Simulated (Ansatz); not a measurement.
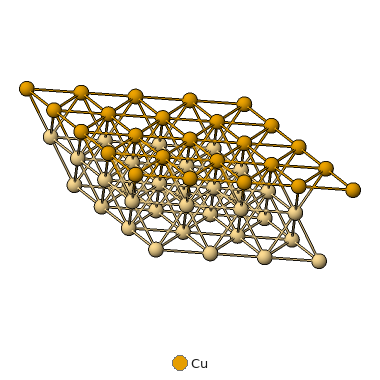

The system is O on a Cu(111) slab cut from the Fm-3m phase, its upper half relaxed before the scan (12 atoms of substrate and one adsorbate in a 2 × 2 cell); the picture shows it without the atoms that are moved over the map. O is moved over the surface cell; relaxed at each place: the height of the adsorbate's atoms; substrate rigid; the origin of the map has the adsorbate above Cu9. Places are given modulo a cell vector. The map is drawn in real space over the plane of the surface. The scan uses a 6 × 6 grid; 10 points were computed and 26 follow by symmetry. Places are given in fractions of the 1 × 1 surface cell. Energies: eV, counted from the lowest grid point. The runs have no spin polarisation; a magnetic state may lie lower. All numbers below come from Ansatz 0.2.0, DFT PBE, scalar-relativistic, plane waves, PAW. Settings: cutoff 420 eV, k-mesh 6×6×1, gaussian smearing 0.1 eV, no spin polarisation.

Range: position of O13 along the first surface vector from 0.000 to 0.833; position of O13 along the second surface vector from 0.000 to 0.833.

What will the energy surface look like?

The lowest grid point is at a threefold hollow over a third-layer Cu atom, (4/6, 2/6) of the cell vectors. There is a further well near a threefold hollow over a second-layer Cu atom, (2/6, 4/6) of the cell vectors (0.10 eV above the lowest at that grid point). The highest grid point, the top site over a surface Cu atom, (0/6, 0/6) of the cell vectors, lies 1.80 eV above the lowest. On the interpolated surface the easiest way out of the lowest well to the well at a threefold hollow over a second-layer Cu atom, (2/6, 4/6) of the cell vectors passes a barrier of about 0.44 eV. At the lowest point the adsorbate has 3 Cu at 1.88 Å as nearest neighbours, at the highest 1 Cu at 1.72 Å. Its relaxed height above the top atom is 1.16 Å at the lowest and 1.72 Å at the highest point.

```
second ↓, first →   0/6   1/6   2/6   3/6   4/6   5/6
              5/6  1.65  1.30  0.55  0.55  1.30  1.65
              4/6  1.09  0.55  0.10  0.55  1.09  1.28
              3/6  0.44  0.55  0.55  0.44  0.50  0.50
              2/6  1.09  1.30  1.09  0.50  0.00  0.50
              1/6  1.65  1.65  1.28  0.50  0.50  1.28
              0/6  1.80  1.65  1.09  0.44  1.09  1.65
```

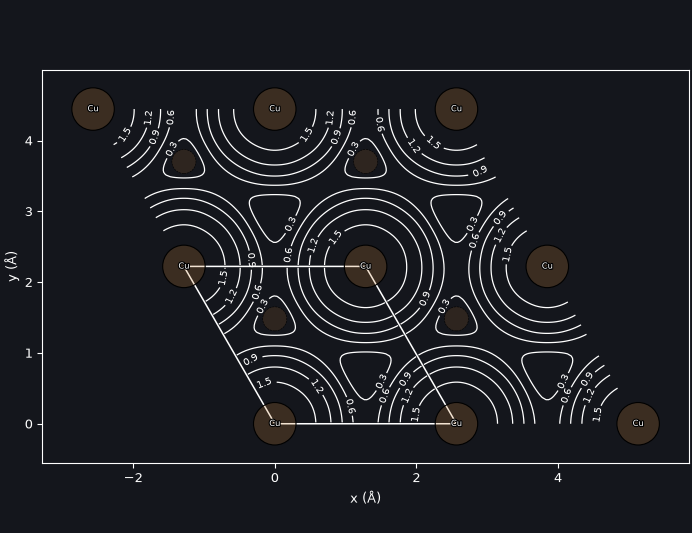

In the figure: contour lines labelled in eV, labelled circles for the atoms of the top layer and small ones for the second layer, the outline of one cell of the 2 × 2 shown. Between grid points the surface is interpolated.

Each point was launched as `ansatz run input.yaml --threads 4 --pin off --max-ram 12288MiB --backend cpu --events-out ev --progress --plain --runs-dir out`. The whole map (10 points run) took 8.2 min on 4 threads of Intel(R) Xeon(R) 6975P-C (Granite Rapids), with other jobs on the host.

PAW datasets: the set soft_1.
